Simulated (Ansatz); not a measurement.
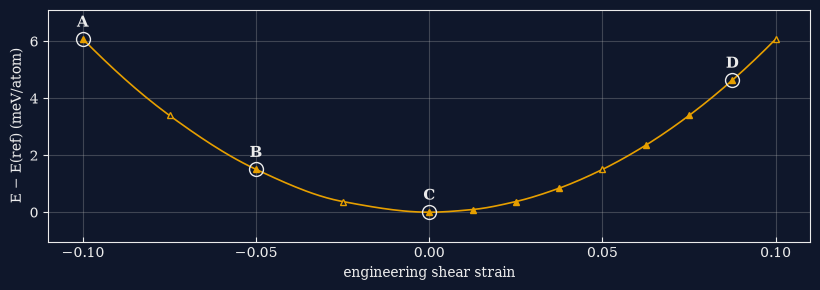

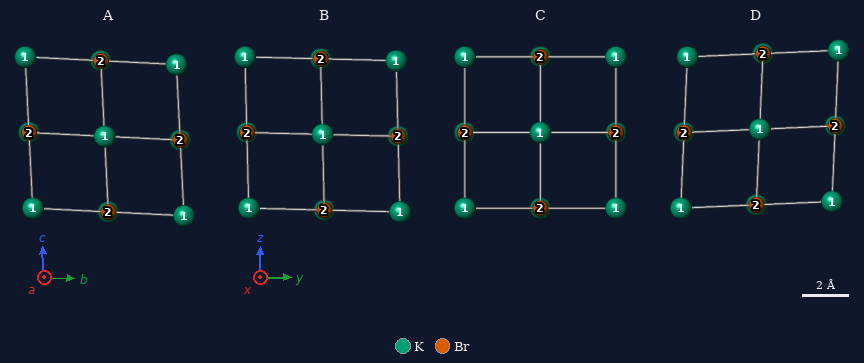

A crystal of KBr (Fm-3m): the cell is strained in shear in the yz plane, with the atoms kept at their fractional coordinates. x, y and z are the Cartesian axes of the input. The lettered frames are marked on the plot. Hollow markers are points alike by symmetry, not computed again. A ball-and-stick model of the conventional cell (4 times the calculation's cell), seen along the a axis. Lengths and directions refer to the drawn axes.

All numbers below come from DFT PBE, scalar-relativistic, plane waves, PAW (Ansatz). Set-up: plane-wave cutoff 420 eV; k-point mesh 6 × 6 × 6; occupations gaussian; smearing width 0.05 eV; no spin polarisation. Energies (free energies at the smearing named) are counted from the cell as listed in its source, which wasn't relaxed.

Q: Describe the profile.

A: The lowest computed point lies at the strain 0.00 (0.00 meV/atom). The unrelaxed reference is under a pressure of 0.8 GPa. The distortion takes the space group from Fm-3m to Immm. At the strain −0.10 the cell of the drawing goes b 6.585 → 6.593 Å, c 6.585 → 6.593 Å, α 90.0° → 95.7°.
